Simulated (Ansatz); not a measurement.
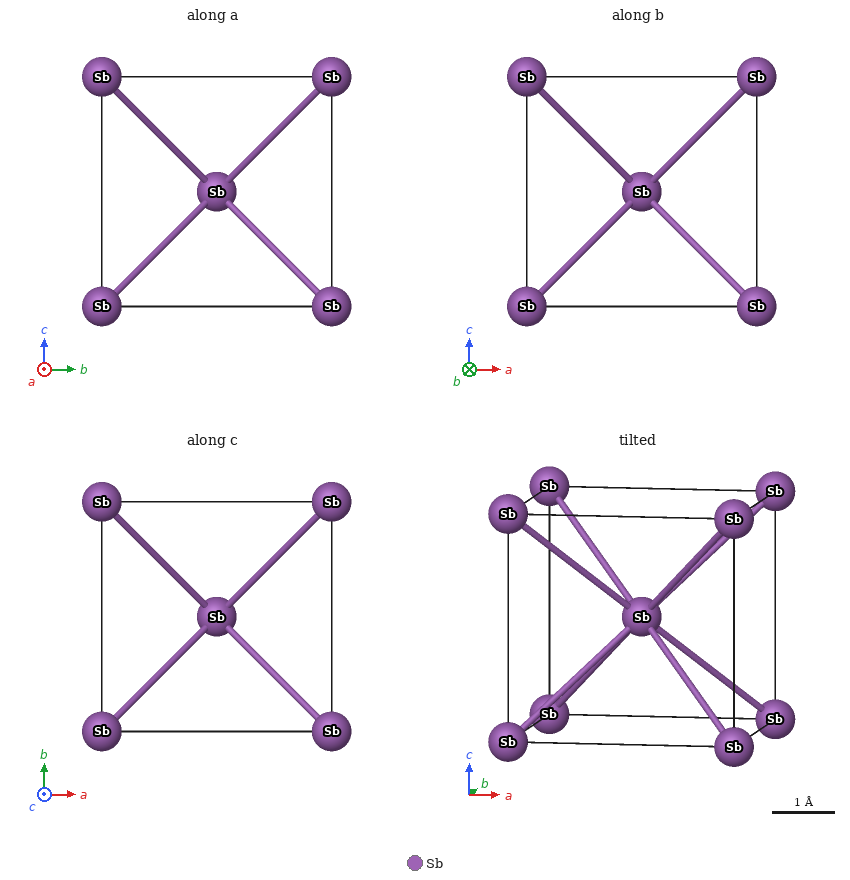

Structure drawing (ball-and-stick), viewed along the a axis, along the b axis, along the c axis and slightly off an axis. One conventional unit cell is framed, with atoms on its boundary repeated.

Lattice parameters: a = 3.7602 Å, b = 3.7602 Å, c = 3.7602 Å, α = 90.000°, β = 90.000°, γ = 90.000°.

Reconstruct the structure as a CIF in P1 with every atom of the cell.

Answer.
```cif
data_structure
_symmetry_space_group_name_H-M 'P 1'
_symmetry_Int_Tables_number 1
_cell_length_a 3.7602
_cell_length_b 3.7602
_cell_length_c 3.7602
_cell_angle_alpha 90.000
_cell_angle_beta 90.000
_cell_angle_gamma 90.000
_cell_volume 53.17
loop_
_atom_site_label
_atom_site_type_symbol
_atom_site_fract_x
_atom_site_fract_y
_atom_site_fract_z
_atom_site_occupancy
Sb1 Sb 0.0000 0.0000 0.0000 1
Sb2 Sb 0.5000 0.5000 0.5000 1
```

The initial geometry was a structure type filled with this element by a generator (whether the element takes this form wasn't checked). Earlier steps of the study may have refined or changed the cell and positions. Ansatz was used for an electronic-structure calculation on it.
